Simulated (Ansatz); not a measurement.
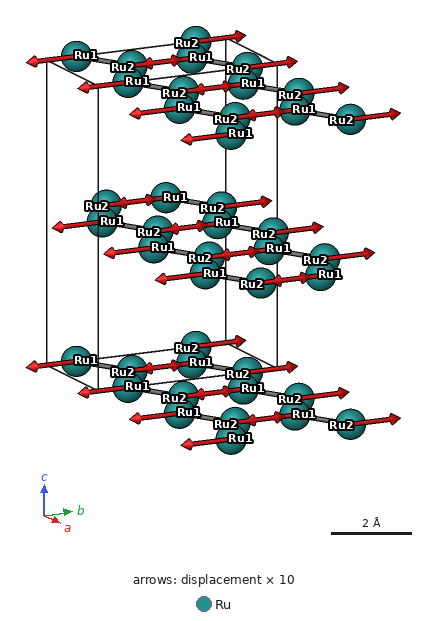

A relaxation of crystalline Ru (built on the C_69 type) (coarse preliminary run). The starting structure is drawn; red arrows show the displacements (the part carried along by the change of the cell is left out), 10 times their true length.

A ball-and-stick model of the conventional cell (4 times the calculation's cell), repeated 3 × 1 × 1 with one cell outlined, seen from a free direction. Lengths and directions refer to the drawn axes.

Case: C type (Fmmm, No. 69).

Computed with DFT PBE, scalar-relativistic, plane waves, PAW (Ansatz 0.2.0). Set-up: plane-wave cutoff 420 eV; k-point mesh 8 × 8 × 8; occupations gaussian; smearing width 0.1 eV; no spin polarisation; cell and atoms relaxed; force threshold 0.04 eV/Å; at most 70 steps.

Q: What did the optimiser do to the structure, and how much energy did it gain?

A: The largest moves relative to the cell, 0.14 Å, are those of Ru1 and Ru2. Ru1 goes along −b. The volume changes by +5.6 %, with a 2.912 → 3.874 Å (+33.0 %), b 5.044 → 8.209 Å (+62.7 %), c 7.940 → 3.874 Å (−51.2 %). Near-neighbour distances that change, for instance: Ru1–Ru1 2.912 → 4.539 Å, Ru1–Ru2 4.058 → 2.548 Å, Ru1–Ru1 (another image) 4.229 → 2.739 Å, Ru1–Ru1 (another image) 2.912 → 3.874 Å. New bonds form: Ru1–Ru1 (4.23 → 2.74 Å), Ru1–Ru2 (4.06 → 2.55 Å), Ru2–Ru2 (4.23 → 2.74 Å). Among the angles between lasting bonds that change: Ru2–Ru1–Ru2 120.0° → 99.0°, Ru2–Ru1–Ru2 120.0° → 130.5°. The space group (tolerance 0.01 Å) goes from Fmmm (No. 69) to I4/mmm (No. 139). The energy falls by 16859 meV per atom in 25 accepted moves (29 points after the start). The largest force component goes from 0.19 to 0.011 eV/Å. Pressure: 486.98 GPa at the start and −0.19 GPa at the end. The line search rejected the trial step at point 15 of the run. The SCF was repeated 3 times at an unchanged geometry on a basis and grid sized afresh for the cell, which shifted the energy by 659 meV per atom at most. The run took roughly 40 core-seconds on a shared host.
